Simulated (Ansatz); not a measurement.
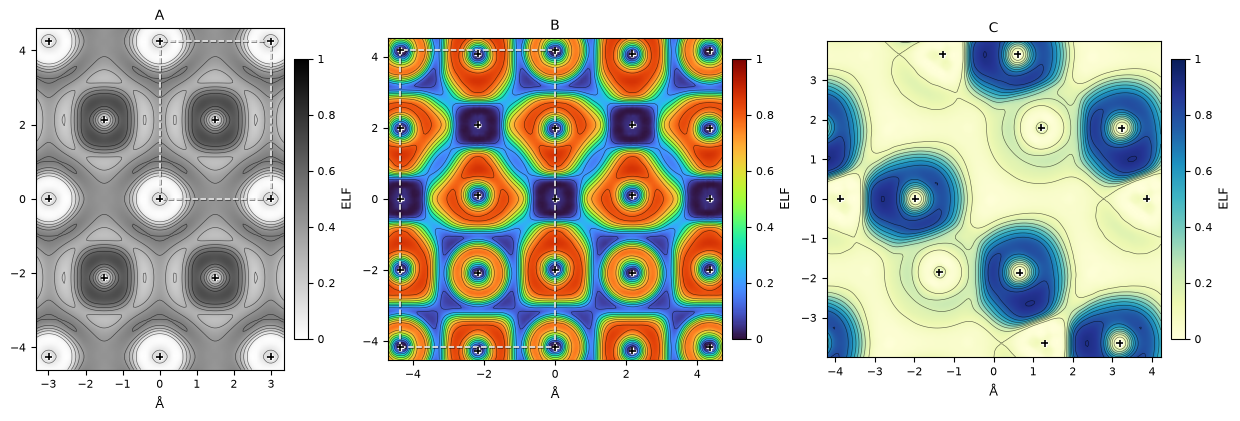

The ELF of 3 systems, each on a plane through atoms (crosses mark nuclei in the plane).

Method: Ansatz 0.2.0, DFT PBEsol, scalar-relativistic, plane waves, PAW.

System 1: AlGa$_{3}$N$_{4}$, the (111) plane of the conventional cell. Space group Cm; a structure from a database of computed crystals, not necessarily the ambient phase; changed on purpose from its base cell (all Ga atoms moved -0.100 Å, as atom 2 along Cartesian [1 -1 0]); not relaxed (largest force 1.7 eV/Å).

```cif
data_structure
_symmetry_space_group_name_H-M 'P 1'
_symmetry_Int_Tables_number 1
_cell_length_a 6.3182
_cell_length_b 6.3182
_cell_length_c 4.4676
_cell_angle_alpha 90.000
_cell_angle_beta 90.000
_cell_angle_gamma 90.000
_cell_volume 178.35
loop_
_atom_site_label
_atom_site_type_symbol
_atom_site_fract_x
_atom_site_fract_y
_atom_site_fract_z
_atom_site_occupancy
Al1 Al 0.00000 0.00000 0.00000 1
Al2 Al 0.50000 0.50000 0.00000 1
Ga1 Ga 0.48417 0.00000 0.00000 1
Ga2 Ga 0.98417 0.50000 0.00000 1
Ga3 Ga 0.23417 0.25000 0.50000 1
Ga4 Ga 0.73417 0.75000 0.50000 1
Ga5 Ga 0.73417 0.25000 0.50000 1
Ga6 Ga 0.23417 0.75000 0.50000 1
N1 N 0.50000 0.25503 0.24497 1
N2 N 0.00000 0.75503 0.24497 1
N3 N 0.75503 0.00000 0.75503 1
N4 N 0.25503 0.50000 0.75503 1
N5 N 0.24497 0.00000 0.75503 1
N6 N 0.74497 0.50000 0.75503 1
N7 N 0.00000 0.24497 0.24497 1
N8 N 0.50000 0.74497 0.24497 1
```

System 2: ScAlN$_{2}$, the (010) plane of the conventional cell. Space group I4₁/amd; a structure from a database of computed crystals, not necessarily the ambient phase.

System 3: AlRu, the (101) plane of the conventional cell. Space group P4/mmm; changed on purpose from its base cell (strain +0.0100 x Voigt [1, 0, 0, 0, 0, 0], atoms carried along); computed pressure about −5 GPa in this cell; computed without spin polarisation.

```
Al Ru
1.0
     0.00000    2.99160    0.00000
     0.00000    0.00000    2.99160
     3.02152    0.00000    0.00000
Al Ru
1 1
Direct
  0.00000 0.00000 0.00000
  0.50000 0.50000 0.50000
```

Question: Match each panel to its system.

Answer: Panel A is system 3, AlRu: the plane holds Al and Ru. Al–Ru (2.60 Å): the ELF is about 0.40 at the midpoint. Panel B is system 2, ScAlN$_{2}$: the plane holds Sc, Al and N. Al–N (1.99 Å): the ELF peaks at about 0.85 in the valence shell of N, 0.7 Å from its nucleus, and is about 0.85 at the midpoint. Panel C is system 1, AlGa$_{3}$N$_{4}$: the plane holds Al, Ga and N. Al–N (1.90 Å): the ELF peaks at about 0.90 between the atoms: a shared but strongly polarised pair.
